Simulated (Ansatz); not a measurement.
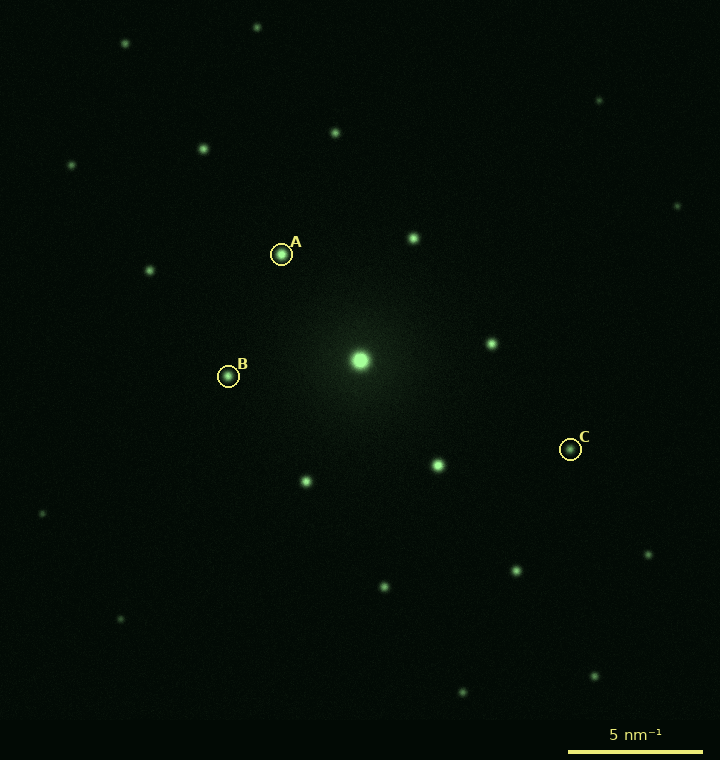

Computed electron diffraction pattern, 200 kV, single scattering only, B = 0.3 Å². The zone axis points towards the electron source and the pattern is seen from the source side.

The sample is Ni, space group P6/mmm (No. 191), a = 4.06 Å, c = 2.44 Å (hexagonal axes). Structure: the end point of a relaxation with DFT, BLYP, plane waves (420 eV) with PAW, scalar-relativistic in Ansatz; the starting structure was generated, so it need not be a known form of this composition.

Spot A is indexed -1 2 0 and spot B -1 1 1.

> What are the indices of the remaining marked spot?

C = −A − B = 2 -3 -1 (d = 1.168 Å).

> Give [uvw].

The cross product of A and B is parallel to [211]; every spot obeys hu + kv + lw = 0.
